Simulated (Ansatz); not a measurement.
Input file:

```
crystal:
  lattice:
    - [3.5960994882, 0.0, 0.0]
    - [0.0, 3.5960994882, 0.0]
    - [0.0, 0.0, 5.1769992633]
  atoms:
    - { symbol: Zr, position: [0.0, 0.0, 0.0] }
    - { symbol: Zr, position: [0.5, 0.5, 0.5] }
    - { symbol: O, position: [0.0, 0.5, 0.203] }
    - { symbol: O, position: [0.0, 0.5, 0.703] }
    - { symbol: O, position: [0.5, 0.0, 0.297] }
    - { symbol: O, position: [0.5, 0.0, 0.797] }
basis:
  ecutwfc: 420
  ecutrho_ratio: 4
kpoints:
  mp_grid: { grid: [8, 8, 6] }
hamiltonian:
  xc: pbe
scf:
  occupations: { method: gaussian, width: 0.05 }
output:
  forces: true
  stress: true
  eigenvalues: true
  eigenstates:
    nscf_kmesh: { grid: [12, 12, 10] }
    de_dk: true
    e_range: [-2.5, 6.520330932987]
  write_density: true
  write_potential: true
  elf: true
  volumetric_format: npy
```

Launched as:

```sh
ansatz run input.yaml --threads 8 --pin off --max-ram 15360MiB --backend cpu --events-out ev --progress --plain --runs-dir out
```

Below, planes, directions and counts refer to the conventional cell (a = 3.60 Å, b = 3.60 Å, c = 5.18 Å, α = 90.00°, β = 90.00°, γ = 90.00°).

Space group P4₂/nmc; started from the ZrO2 prototype; computed pressure about 5 GPa in this cell.

Computed with DFT PBE, scalar-relativistic, plane waves, PAW (Ansatz).

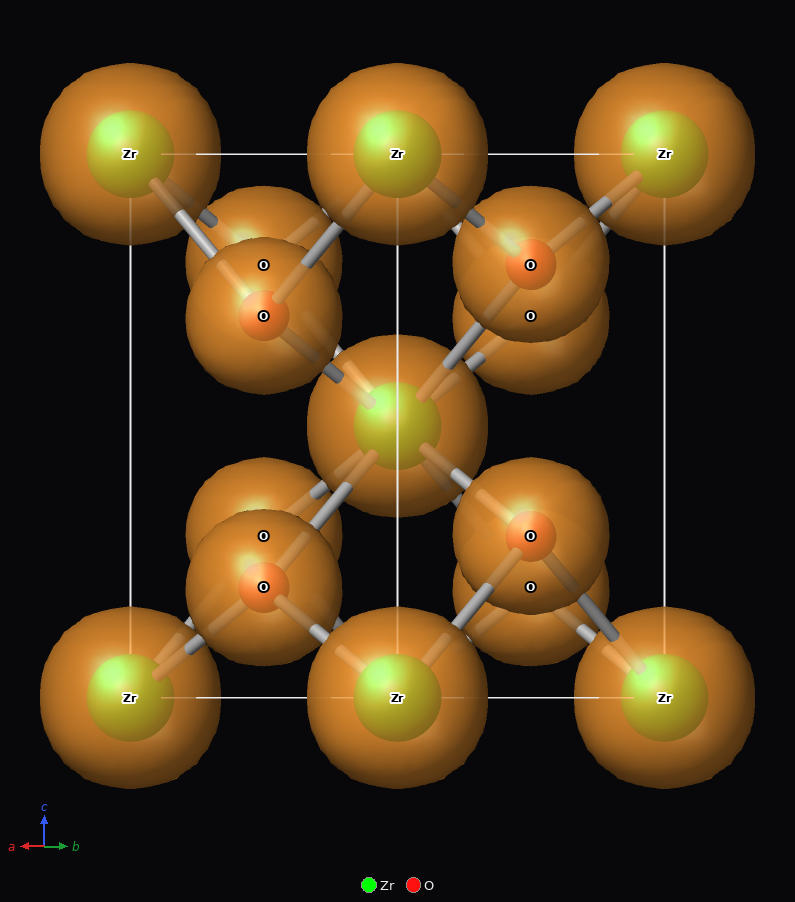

ZrO2. Isosurface of the valence electron density at 1 e/Å³ (orange), seen along [110]. Sticks mark near contacts.

Core electrons are frozen (PAW), and the valence fields are smoothed inside the atomic spheres.

How is the density connected at this value?

At this value the density breaks into separate islands; it holds about 65 % of the electrons treated as valence (semicore included). It bridges none of the near contacts. It is pinched off along the shortest Zr–O (2.08 Å) and Zr–O (2.37 Å) contacts. On the grid the lowest density along these lines, outside the cores, is 0.7 e/Å³ (Zr–O, 2.08 Å) and 0.34 e/Å³ (Zr–O, 2.37 Å).

Does the calculation give a band gap?

It is gapped, with a Kohn–Sham gap of 4.0 eV on the k-point mesh, an upper bound to the gap of this method.
